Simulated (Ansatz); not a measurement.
Take the following structure.

```xyz
12
Lattice="4.3210 0.0000 0.0000 0.0000 4.3210 0.0000 0.0000 0.0000 4.3210" Properties=species:S:1:pos:R:3 pbc="T T T"
Be    1.0802    1.0802    3.2407
Be    1.0802    3.2407    3.2407
C     0.0000    0.0000    0.0000
Be    1.0802    3.2407    1.0802
Be    1.0802    1.0802    1.0802
C     0.0000    2.1605    2.1605
Be    3.2407    1.0802    1.0802
Be    3.2407    3.2407    1.0802
C     2.1605    0.0000    2.1605
Be    3.2407    3.2407    3.2407
Be    3.2407    1.0802    3.2407
C     2.1605    2.1605    0.0000
```

### Work out the structure from the coordinates.

Chemical formula Be2C. The lattice is face-centred cubic and the space group Fm-3m (No. 225). It belongs to the family called antifluorite. The cell comprises 4 formula units: 8 Be, 4 C. Each Be atom has four C in a tetrahedral arrangement at 1.87 Å around it. Around each C lie eight Be in a cubic arrangement at 1.87 Å. The bonds build a three-dimensional framework.

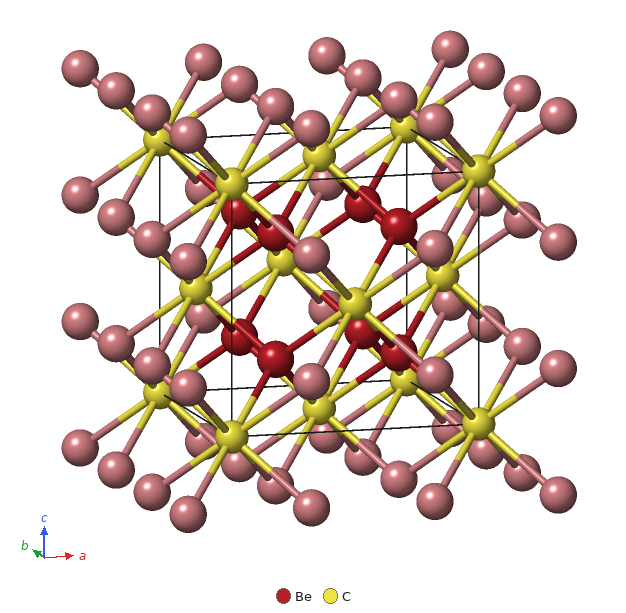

We look at a ball-and-stick model of the crystal slightly off an axis. Thin lines show the conventional unit cell, with boundary atoms drawn in all their periodic places. Atoms just outside the outline that bond to atoms inside are added, in fainter colours. Colours: beryllium red, carbon yellow.

The structure comes from a structure listed in the Materials Project. Earlier steps of the study may have refined or changed the cell and positions. It was run through Ansatz as a DFT input.
